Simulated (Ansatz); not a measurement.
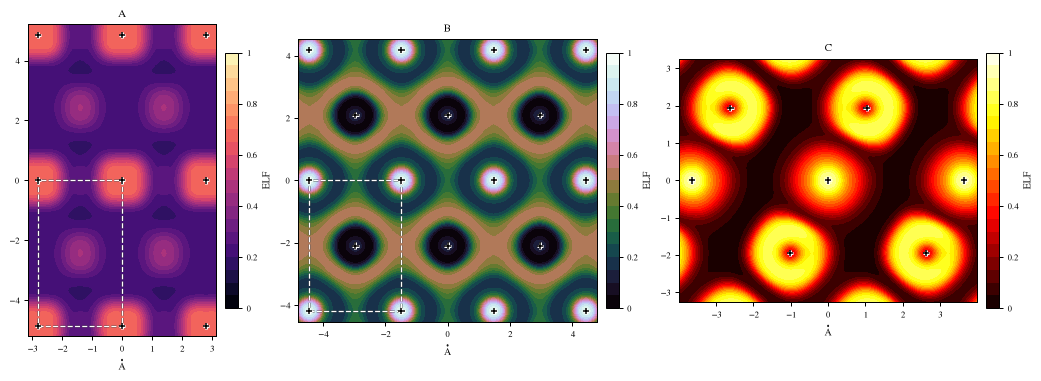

The electron localisation function of 3 systems, each on a plane through atoms (crosses mark nuclei in the plane).

All numbers below come from Kohn-Sham DFT of a periodic cell, PBE0, Ansatz PAW in Ansatz.

System 1: AlCu, the (011̄) plane of the conventional cell. Space group Pm-3m; a structure from a database of computed crystals, not necessarily the ambient phase; computed pressure about 2 GPa in this cell.

```yaml
crystal:
  lattice:
    - [2.95700, 0.00000, 0.00000]
    - [0.00000, 2.95700, 0.00000]
    - [0.00000, 0.00000, 2.95700]
  atoms:
    - { symbol: Cu, position: [0.50000, 0.50000, 0.50000] }
    - { symbol: Al, position: [0.00000, 0.00000, 0.00000] }
```

System 2: Pt, the (010) plane of the conventional cell. Space group P6₃/mmc; a structure from a database of computed crystals, not necessarily the ambient phase; computed pressure about −17 GPa in this cell.

```
CELL_PARAMETERS angstrom
2.79699 0.00000 0.00000
-1.39850 2.42227 0.00000
0.00000 0.00000 4.85520
ATOMIC_POSITIONS crystal
Pt 0.33333 0.66667 0.25000
Pt 0.66667 0.33333 0.75000
```

System 3: CdO2, the (110) plane of the conventional cell. Space group P-3m1; a structure from a database of computed crystals, not necessarily the ambient phase.

```yaml
crystal:
  lattice:
    - [3.36398, 0.00000, 0.00000]
    - [-1.68199, 2.91329, 0.00000]
    - [0.00000, 0.00000, 3.64731]
  atoms:
    - { symbol: Cd, position: [0.00000, 0.00000, 0.00000] }
    - { symbol: O, position: [0.33333, 0.66667, 0.28243] }
    - { symbol: O, position: [0.66667, 0.33333, 0.71757] }
```

### Match each panel to its system.

Panel A is system 2, Pt: the plane holds Pt. Pt–Pt (2.80 Å): the ELF is about 0.30 at the midpoint; no localised pair shows between them. Panel B is system 1, AlCu: the plane holds Cu and Al. Al–Cu (2.56 Å): the ELF is about 0.40 at the midpoint. Panel C is system 3, CdO2: the plane holds Cd and O. Cd–O (2.20 Å): the ELF peaks at about 0.85 in the valence shell of O, 0.6 Å from its nucleus, and drops to about 0.15 between the two atoms (no shared electron pair shows on this line).
